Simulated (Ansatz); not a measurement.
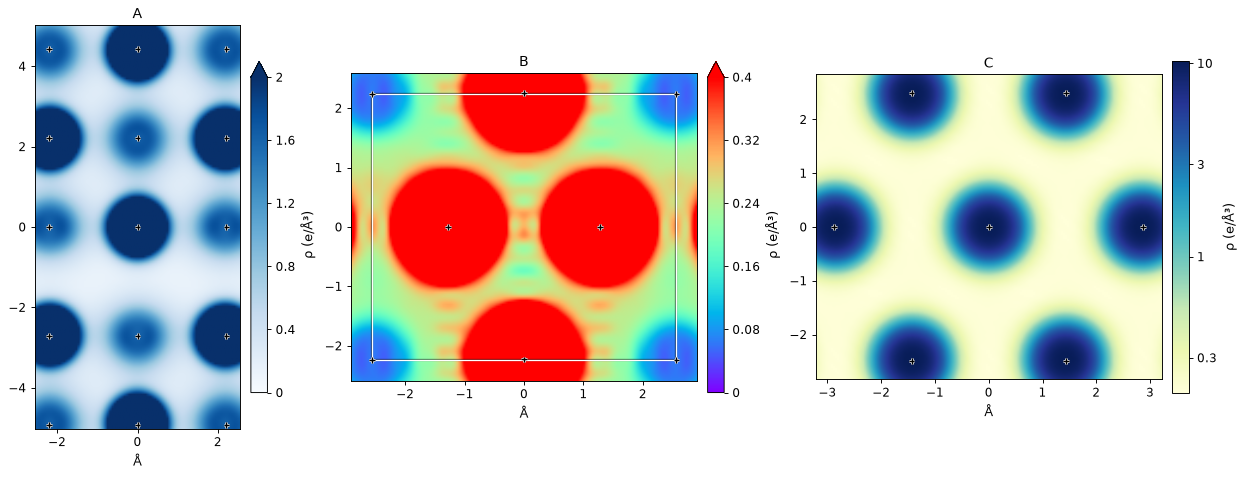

The valence pseudo-density of 3 systems, each on a plane through atoms (crosses mark nuclei in the plane).

Computed with Ansatz, DFT r2SCAN, scalar-relativistic, plane waves, PAW.

System 1: Ta4C3, the (010) plane of the conventional cell. Space group P4mm; a structure from a database of computed crystals, not necessarily the ambient phase; not relaxed (largest force 1.5 eV/Å); computed pressure about −9 GPa in this cell.

```
Ta C
1.0
     0.00000   -4.42479    0.00000
     0.00000    0.00000   -4.42479
     9.34959    0.00000    0.00000
Ta C
8 6
Direct
  0.50000 0.50000 0.82821
  0.50000 0.50000 0.35495
  0.00000 0.50000 0.11832
  0.00000 0.50000 0.59158
  0.50000 0.00000 0.11832
  0.50000 0.00000 0.59158
  0.00000 0.00000 0.35495
  0.00000 0.00000 0.82821
  0.00000 0.00000 0.11832
  0.00000 0.00000 0.59158
  0.50000 0.00000 0.82821
  0.50000 0.00000 0.35495
  0.00000 0.50000 0.35495
  0.00000 0.50000 0.82821
```

System 2: Ti, the (001) plane of the conventional cell. Space group P-1; computed pressure about 4 GPa in this cell; computed without spin polarisation.

System 3: AlCu3, the (100) plane of the conventional cell. Space group Pmmn; a structure from a database of computed crystals, not necessarily the ambient phase; computed without spin polarisation.

```
CELL_PARAMETERS angstrom
4.18817 0.00000 0.00000
0.00000 5.12997 0.00000
0.00000 0.00000 4.48507
ATOMIC_POSITIONS crystal
Al 0.00000 0.00000 0.66446
Al 0.50000 0.50000 0.33554
Cu 0.00000 0.50000 0.66717
Cu 0.50000 0.00000 0.33283
Cu 0.00000 0.25090 0.16382
Cu 0.00000 0.74910 0.16382
Cu 0.50000 0.24910 0.83618
Cu 0.50000 0.75090 0.83618
```

Q: Match each panel to its system.

A: Panel A is system 1, Ta4C3: the plane holds Ta and C. Ta–C (2.21 Å): ρ at the midpoint is about 0.58 e/Å³. Panel B is system 3, AlCu3: the plane holds Al and Cu. Cu–Cu (2.56 Å): the density is about 0.3 e/Å³ at the midpoint. Panel C is system 2, Ti: the plane holds Ti. Ti–Ti (2.87 Å): the density is about 0.2 e/Å³ at the midpoint.
